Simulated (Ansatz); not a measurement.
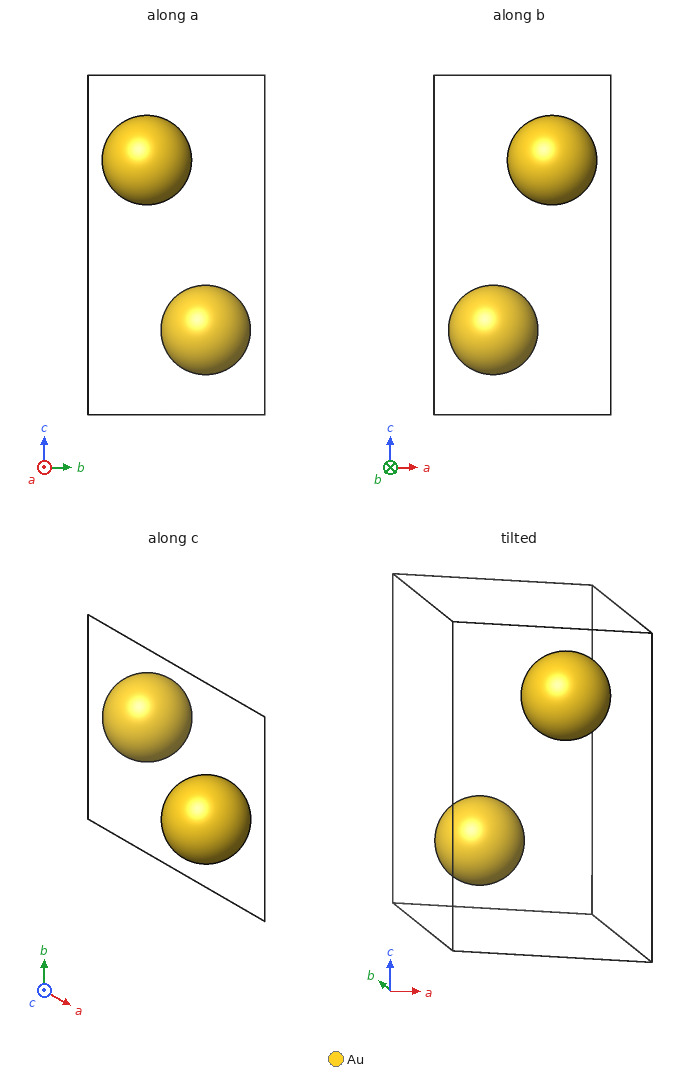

The image is a spheres-only drawing of a crystal, viewed along the a axis, along the b axis, along the c axis and slightly off an axis. Thin lines show the unit cell, with boundary atoms drawn in all their periodic places.

Lattice parameters: a = 2.8986 Å, b = 2.8986 Å, c = 4.8160 Å, α = 90.031°, β = 90.031°, γ = 120.072°.

Record the structure as a CIF in P1 with every atom of the cell, with free fractional coordinates to two decimals.

```cif
data_structure
_symmetry_space_group_name_H-M 'P 1'
_symmetry_Int_Tables_number 1
_cell_length_a 2.8986
_cell_length_b 2.8986
_cell_length_c 4.8160
_cell_angle_alpha 90.031
_cell_angle_beta 90.031
_cell_angle_gamma 120.072
_cell_volume 35.02
loop_
_atom_site_label
_atom_site_type_symbol
_atom_site_fract_x
_atom_site_fract_y
_atom_site_fract_z
_atom_site_occupancy
Au1 Au 0.33 0.67 0.25 1
Au2 Au 0.67 0.33 0.75 1
```

The structure comes from a structure type filled with this element by a generator (whether the element takes this form wasn't checked). Earlier steps of the study may have refined or changed the cell and positions. It was the input of a calculation with Ansatz.
